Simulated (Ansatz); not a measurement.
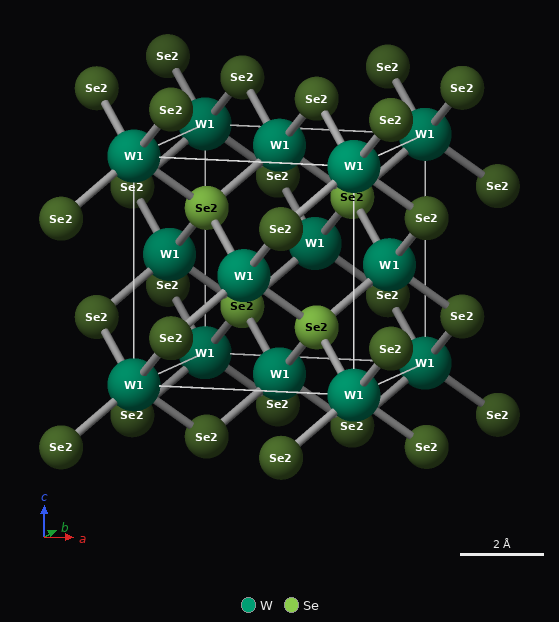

Fig. 1: The structure as given in the input (ball-and-stick view of the cell 4 times as large as that of the calculation, set on its symmetry axes, seen slightly off an axis; neighbours outside the cell are drawn fainter; atoms are numbered from 1 in the order of the input). An atom can appear more than once, as a periodic image.

## What a change does: single-point calculation on WSe

System: WSe (F-43m, 2 atoms in the cell).
Method of run A: DFT PBEsol, scalar-relativistic, plane waves, PAW, spin-polarised (Ansatz 0.2.0).

The structure was built on a prototype by a generator; it need not be a known phase. Text and figures count atoms from 1; the logs count them from 0 in places.

## Input, run A
```yaml
crystal:
  lattice:
    - [0.0, 2.7923343792, 2.7923343792]
    - [2.7923343792, 0.0, 2.7923343792]
    - [2.7923343792, 2.7923343792, 0.0]
  atoms:
    - { symbol: W, position: [0.0, 0.0, 0.0], spin: 2.5 }
    - { symbol: Se, position: [0.25, 0.25, 0.25] }
basis:
  ecutwfc: 420
kpoints:
  mp_grid: { grid: [14, 14, 14] }
hamiltonian:
  xc: pbesol
scf:
  occupations: { method: gaussian, width: 0.1 }
  lower_state_search: "off"
output:
  forces: true
  stress: true
  eigenvalues: true
  populations: true
magnetization:
  spin_polarized: true
```

Command:
```bash
ansatz run input.yaml --threads 1 --pin off --max-ram 2560MiB --backend cpu --events-out ev --progress --plain --runs-dir out
```

Hardware: 1 thread of Intel Xeon @ 2.50GHz (Skylake/Cascade Lake), 189 GiB of memory available, shared host.

## Output, shortened to warnings, some set-up lines, iterations and results (run A)
```
WARN: the starting moments were not kept: the SCF closed with an absolute magnetisation of 1.1e-5 μB, where they sum to 2.5 μB in size (1 site). That is at most 0.1 of that sum. Measured as dr2_m measures the in/out step, that magnetisation stands 2.4e-11 eV from none, at or under the dr2_threshold of 1.0e-7 eV: it is no larger than a step whose dr2_m would equal this threshold. The system may …
Basis set: ecut = 420 eV, 869 PW (Γ), exchange–correlation on 54×54×54 points (8 copies of the dense FFT grid, shifted against one another)
Symmetry: 24 space group operations
k-points: 104 of 2744 (time reversal used)
Initial density: superposition of atomic densities (chi_scale 0.1, normalization cell)
[...]
SCF iter   1: F=—  HF=-15678.438296 eV  |F-HF|=—  |Δ(HF+E_count)|=         —  Δρ=5.58e-2 (↑5.44e-2 ↓5.58e-2)  dr2=3.69e-1  dr2_m=1.09e0  M=1.375 μB ∫|m|=1.441 μB  β_m=0.30  …
SCF iter   2: F=—  HF=-15678.568759 eV  |F-HF|=—  |Δ(HF+E_count)|=   1.30e-1  Δρ=4.07e-2 (↑3.98e-2 ↓4.07e-2)  dr2=2.33e-1  dr2_m=5.75e-1  M=1.327 μB ∫|m|=1.389 μB  β_m=0.30  …
SCF iter   3: F=—  HF=-15678.593943 eV  |F-HF|=—  |Δ(HF+E_count)|=   2.52e-2  Δρ=2.76e-2 (↑2.76e-2 ↓2.76e-2)  dr2=7.15e-3  dr2_m=3.03e-1  M=1.291 μB ∫|m|=1.348 μB  β_m=0.30  …
SCF iter   4: F=—  HF=-15678.639940 eV  |F-HF|=—  |Δ(HF+E_count)|=   4.60e-2  Δρ=2.03e-2 (↑2.03e-2 ↓2.02e-2)  dr2=4.95e-3  dr2_m=1.62e-1  M=1.257 μB ∫|m|=1.313 μB  β_m=0.30  …
SCF iter   5: F=—  HF=-15678.665072 eV  |F-HF|=—  |Δ(HF+E_count)|=   2.51e-2  Δρ=1.48e-2 (↑1.48e-2 ↓1.48e-2)  dr2=2.86e-4  dr2_m=8.73e-2  M=1.227 μB ∫|m|=1.281 μB  β_m=0.30  …
[... 17 lines ...]
SCF iter  23: F=-15678.708781 eV  HF=-15678.708781 eV  |F-HF|=1.01e-8  |Δ(HF+E_count)|=   1.16e-6  Δρ=5.40e-6 (↑3.83e-6 ↓5.40e-6)  dr2=3.68e-8  dr2_m=2.57e-9  M=-0.001 μB …
SCF iter  24: F=-15678.708781 eV  HF=-15678.708781 eV  |F-HF|=6.33e-10  |Δ(HF+E_count)|=   3.90e-9  Δρ=3.75e-6 (↑2.36e-6 ↓3.75e-6)  dr2=8.91e-9  dr2_m=2.32e-9  M=-0.001 μB …
SCF iter  25: F=-15678.708781 eV  HF=-15678.708781 eV  |F-HF|=8.51e-10  |Δ(HF+E_count)|=   2.32e-8  Δρ=5.53e-7 (↑5.07e-7 ↓5.53e-7)  dr2=5.81e-10  dr2_m=4.35e-11  M=-0.000 μB …
SCF iter  26: F=-15678.708781 eV  HF=-15678.708781 eV  |F-HF|=9.09e-12  |Δ(HF+E_count)|=  1.82e-11  Δρ=1.35e-7 (↑1.29e-7 ↓1.35e-7)  dr2=3.87e-11  dr2_m=9.81e-13  M=-0.000 μB …
SCF 1 converged in 26 iterations: F = -15678.708781 eV  dr2 = 3.87e-11
SCF converged after 26 iterations
Magnetization: -0.0000 μB (15.0000 up, 15.0000 down)
Absolute magnetization: 0.0000 μB (∫|ρ↑−ρ↓|, with the PAW one-centre terms)
Spin contamination: 0.0000 ħ² per cell (⟨S²⟩ above its minimum at these occupations)
Per-site moments (μB) at R_I (Å): [(-6.366308649809841e-6, 0.9975209096522383), (2.5009625407195594e-7, 0.9975209096522383)]
Free energy (F): -15678.708781 eV
Harris-Foulkes:  -15678.708781 eV  (|F-HF|=9.09e-12)
Internal energy: -15678.694925 eV  (E = F + TS)
E sigma→0 (E₀):  -15678.701853 eV
Entropy (-TS):   -0.013857 eV (-6.928 meV/atom)
Fermi energy:    13.052932 eV
--- Per-component energies (eV) ---
  E_band       = -540.350795
  E_kinetic    = 571.563628
  E_local      = -3437.814857  (includes V_loc(G=0)·N_el)
  E_nonlocal   = -584.257714
  E_hartree    = 1579.345497
  E_xc         = -367.089937
  E_vxc        = -335.011226  (∫ρ·V_xc dr)
  E_paw        = -10306.790700  (= ΣΔE_a)
  E_vpaw       = 86.479101  (= ΣTr[D̂ρ^β])
  E_aug_tail   = -0.000659  (compensation charges beyond the density's cutoff)
  E_ewald      = -3134.880424
  E_core_change = 1.230243  (= ΣΔE_core)
  E_smearing   = -0.013857  (= −TS)
  E_closure    = 0.000000  (closes the sum)
  Σ components = -15678.708781   (vs F -15678.708781, Δ=0.00e0)
--- Forces (eV/Å), atoms counted from 1 ---
  atom   1  W      0.00000000    -0.00000000     0.00000000
  atom   2  Se    -0.00000000     0.00000000    -0.00000000
  max |Σ_I F_I| component: 5.32e-17 eV/Å
--- Stress (GPa, compression-positive) ---
       -0.002183      -0.000000       0.000000
       -0.000000      -0.002183      -0.000000
        0.000000      -0.000000      -0.002183
  P = ⅓ Tr σ = -0.0022 GPa (-0.022 kbar)
--- Löwdin populations: 2 sites ---
  site symbol       q [e]    m [muB]
     0      W     13.9102    -0.0000
     1     Se     15.8753     0.0000
  spilling = 0.007151 (of n_electrons = 30.000000)
```

For run B the input was changed thus:
```diff
-  ecutwfc: 420
+  ecutwfc: 500
-  xc: pbesol
+  xc: r2scan
```

How does run B compare with run A?

The total energies belong to different methods, so their difference says nothing on which is more stable or more accurate. The net moment of the cell goes from 0.00 to 1.31 μB. The pressure goes from 0.00 to 4.58 GPa. The functional changes from PBEsol to r2SCAN. The SCF takes 16 iterations against 26. The plane waves at Γ go from 869 to 1067.

## Output, shortened to warnings, some set-up lines, iterations and results (run B)
```
Basis set: ecut = 500 eV, 1067 PW (Γ), exchange–correlation on 120×120×120 points (64 copies of the dense FFT grid, shifted against one another)
Symmetry: 24 space group operations
k-points: 104 of 2744 (time reversal used)
Initial density: superposition of atomic densities (chi_scale 0.1, normalization cell)
[...]
SCF iter   1: F=-15873.374802 eV  HF=-15872.838005 eV  |F-HF|=5.37e-1  |Δ(HF+E_count)|=         —  Δρ=5.40e-2 (↑5.01e-2 ↓5.40e-2)  dr2=4.05e-1  dr2_τ=1.18e-1  dr2_m=9.62e-1  …
SCF iter   2: F=-15873.446536 eV  HF=-15873.166334 eV  |F-HF|=2.80e-1  |Δ(HF+E_count)|=   3.28e-1  Δρ=3.95e-2 (↑3.75e-2 ↓3.95e-2)  dr2=2.60e-1  dr2_τ=1.41e-2  dr2_m=5.15e-1  …
SCF iter   3: F=-15873.497279 eV  HF=-15873.339073 eV  |F-HF|=1.58e-1  |Δ(HF+E_count)|=   1.73e-1  Δρ=2.68e-2 (↑2.68e-2 ↓2.64e-2)  dr2=9.31e-3  dr2_τ=7.55e-3  dr2_m=2.80e-1  …
SCF iter   4: F=-15873.513096 eV  HF=-15873.422726 eV  |F-HF|=9.04e-2  |Δ(HF+E_count)|=   8.37e-2  Δρ=2.00e-2 (↑2.00e-2 ↓1.93e-2)  dr2=6.15e-3  dr2_τ=3.75e-3  dr2_m=1.52e-1  …
SCF iter   5: F=-15873.521575 eV  HF=-15873.473008 eV  |F-HF|=4.86e-2  |Δ(HF+E_count)|=   5.03e-2  Δρ=1.47e-2 (↑1.47e-2 ↓1.42e-2)  dr2=9.27e-4  dr2_τ=2.01e-3  dr2_m=8.32e-2  …
[... 7 lines ...]
SCF iter  13: F=-15873.538222 eV  HF=-15873.538217 eV  |F-HF|=5.09e-6  |Δ(HF+E_count)|=   9.08e-7  Δρ=1.53e-5 (↑1.18e-5 ↓1.53e-5)  dr2=3.44e-7  dr2_τ=4.76e-9  dr2_m=1.50e-8  …
SCF iter  14: F=-15873.538222 eV  HF=-15873.538218 eV  |F-HF|=4.44e-6  |Δ(HF+E_count)|=   9.79e-7  Δρ=9.23e-6 (↑9.23e-6 ↓6.67e-6)  dr2=5.00e-8  dr2_τ=3.09e-9  dr2_m=3.33e-9  …
SCF iter  15: F=-15873.538222 eV  HF=-15873.538221 eV  |F-HF|=1.06e-6  |Δ(HF+E_count)|=   3.57e-6  Δρ=5.29e-6 (↑5.29e-6 ↓4.70e-6)  dr2=2.60e-8  dr2_τ=4.94e-10  dr2_m=3.72e-10 …
SCF iter  16: F=-15873.538223 eV  HF=-15873.538223 eV  |F-HF|=1.43e-9  |Δ(HF+E_count)|=   1.11e-6  Δρ=2.18e-6 (↑1.70e-6 ↓2.18e-6)  dr2=5.77e-9  dr2_τ=6.95e-11  dr2_m=2.86e-10 …
SCF 1 converged in 16 iterations: F = -15873.538223 eV  dr2 = 5.77e-9
this state was not tested for a lower state beside it, because the mixer in use, unlike msr1, does not test its closes by its own steps (another_mixer; see scf.mixing.algorithm and scf.lower_state_search)
SCF converged after 16 iterations
Magnetization: 1.3133 μB (15.6567 up, 14.3433 down)
Absolute magnetization: 1.3906 μB (∫|ρ↑−ρ↓|, with the PAW one-centre terms)
Spin contamination: 0.0250 ħ² per cell (⟨S²⟩ above its minimum at these occupations)
Per-site moments (μB) at R_I (Å): [(0.819547043636002, 0.9975209096522383), (-0.007638998873559002, 0.9975209096522383)]
Free energy (F): -15873.538223 eV
Harris-Foulkes:  -15873.538223 eV  (|F-HF|=1.43e-9)
Internal energy: -15873.530838 eV  (E = F + TS)
E sigma→0 (E₀):  -15873.534530 eV
Entropy (-TS):   -0.007385 eV (-3.692 meV/atom)
Fermi energy:    13.305981 eV
--- Per-component energies (eV) ---
  E_band       = -562.683752
  E_kinetic    = 573.439269
  E_local      = -3436.034120  (includes V_loc(G=0)·N_el)
  E_nonlocal   = -588.585272
  E_hartree    = 1582.735549
  E_xc         = -346.592278
  E_vxc        = -365.097956  (∫ρ·V_xc dr)
  E_paw        = -10521.260583  (= ΣΔE_a)
  E_vpaw       = 69.275160  (= ΣTr[D̂ρ^β])
  E_aug_tail   = -0.000260  (compensation charges beyond the density's cutoff)
  E_vtau       = 18.849218  (kinetic-family band-sum trace: ∫τ·v_τ [+ j·A + Jᵃ·Aᵃ] dr)
  E_ewald      = -3134.880424
  E_core_change = -2.352719  (= ΣΔE_core)
  E_smearing   = -0.007385  (= −TS)
  E_closure    = 0.000000  (closes the sum)
  Σ components = -15873.538223   (vs F -15873.538223, Δ=0.00e0)
--- Forces (eV/Å), atoms counted from 1 ---
  atom   1  W     -0.00000000     0.00000000     0.00000000
  atom   2  Se    -0.00000000     0.00000000     0.00000000
  max |Σ_I F_I| component: 1.53e-16 eV/Å
--- Stress (GPa, compression-positive) ---
        4.577593      -0.000000       0.000000
       -0.000000       4.577593      -0.000000
        0.000000      -0.000000       4.577593
  P = ⅓ Tr σ = 4.5776 GPa (45.776 kbar)
--- Löwdin populations: 2 sites ---
  site symbol       q [e]    m [muB]
     0      W     13.8194     1.3351
     1     Se     15.9604    -0.0567
  spilling = 0.007339 (of n_electrons = 30.000000)
```

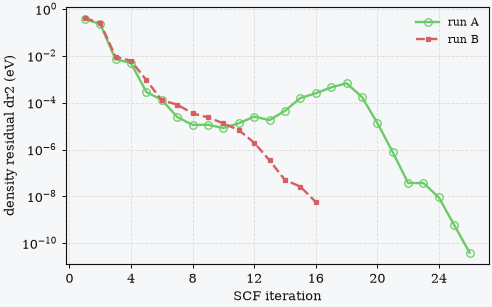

Fig. 2: Convergence of the two runs: density residual dr2 against the SCF iteration. Run A takes 26 iterations in all, and run B takes 16.

## The two runs side by side

| quantity | run A | run B |
| --- | --- | --- |
| outcome | converged | converged |
| free energy per atom (eV) | −7839.3544 | −7936.7691 |
| energy per atom, smearing taken to zero (eV) | −7839.3509 | −7936.7673 |
| gap on the mesh (eV) | 0.00 | 0.00 |
| net moment of the cell (μB) | 0.00 | 1.31 |
| absolute moment of the cell (μB) | 0.00 | 1.39 |
| pressure (GPa) | 0.00 | 4.58 |
| largest force (eV/Å) | 0.000 | 0.000 |
| SCF iterations | 26 | 16 |
| irreducible k-points | 104 | 104 |
| plane waves at Γ | 869 | 1067 |
| wall time (shared host) | 97 s | 98 s |

For both runs: Spin–orbit coupling is left out, which matters for W. For run A: Warnings: some starting moments were not kept. For run B: The electronic state found may not be the lowest one. Warnings: the state was not tested for a lower one.
